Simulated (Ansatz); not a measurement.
The coordinates of a crystal:

```yaml
crystal:
  lattice:
    - [-1.22798, -2.12692, 0.00000]
    - [1.22798, -2.12692, 0.00000]
    - [0.00000, 0.00000, 17.04769]
  atoms:
    - { symbol: C, position: [0.66667, 0.66667, 0.75000] }
    - { symbol: C, position: [0.66667, 0.66667, 0.25000] }
    - { symbol: C, position: [0.33333, 0.33333, 0.75000] }
    - { symbol: C, position: [0.33333, 0.33333, 0.25000] }
```

Question: Work out the structure from the coordinates.

Answer: The element is carbon. The cell holds four atoms. Each C has three C in a trigonal planar arrangement at 1.42 Å. The bonds build C layers parallel to (001).

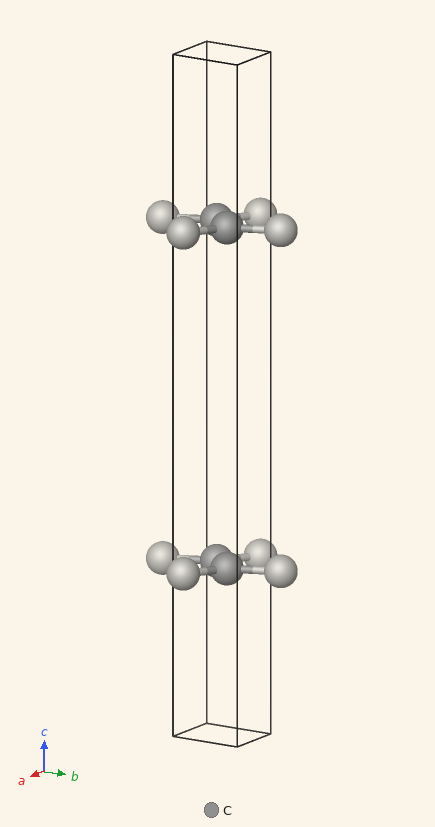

Ball-and-stick representation of a periodic structure, projected slightly off an axis. The lines enclose the simulation cell; boundary atoms appear with their images. Atoms just outside the outline that bond to atoms inside are added, in fainter colours.

Starting structure: a structure listed in the Materials Project. Earlier steps of the study, as a rule a relaxation of our own, may have changed the cell and positions, so they can lie some per cent off the listed ones. It was the input of a calculation with Ansatz.
